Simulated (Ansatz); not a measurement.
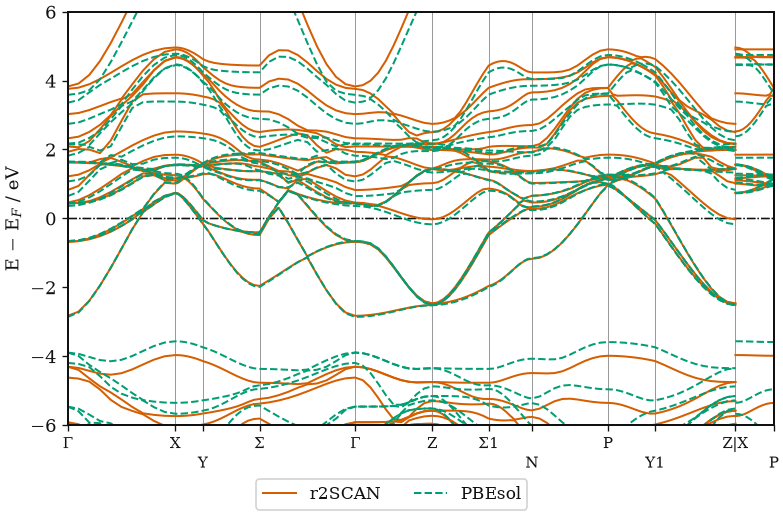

Band structures of Ti$_{3}$O$_{4}$, space group I4/mmm (No. 139), 7 atoms in the primitive cell (a = 4.132 Å, c = 8.178 Å (tetragonal axes)), by two methods on the same cell. Each is counted from its own Fermi level.

How do the methods compare?

Answer. Both give a metal. Levels within 1 eV of the Fermi level in either run differ by 0.04 eV on average and by 0.19 eV at most (between Γ and Z). Filled levels 1 to 5 eV under it lie 0.23 eV higher on average in PBEsol than in r2SCAN.

Settings. r2SCAN: Ansatz PAW, no spin polarisation, no spin-orbit coupling, 9×9×9 k mesh, 500 eV cutoff, Fermi-Dirac smearing of 0.05 eV (Ansatz 0.2.0). PBEsol: Ansatz PAW, no spin polarisation, no spin-orbit coupling, 9×9×9 k mesh, 420 eV cutoff, Fermi-Dirac smearing of 0.05 eV (Ansatz).

In reduced coordinates of the cell that was run, X is (0, 0, 0.5), Y is (−0.128, 0.128, 0.5), Σ is (−0.314, 0.314, 0.314), Z is (0.5, 0.5, −0.5), Σ1 is (0.314, 0.686, −0.314), N is (0, 0.5, 0), P is (0.25, 0.25, 0.25) and Y1 is (0.5, 0.5, −0.128). The cell is at −2 GPa in r2SCAN and −6 GPa in PBEsol. Semilocal functionals often make such compounds metallic where correlation or magnetic order opens a gap, which also shifts bond lengths. The PAW data sets were made with another functional. The cell comes from a database of computed structures, and whether it is the stable form of this composition wasn't checked.
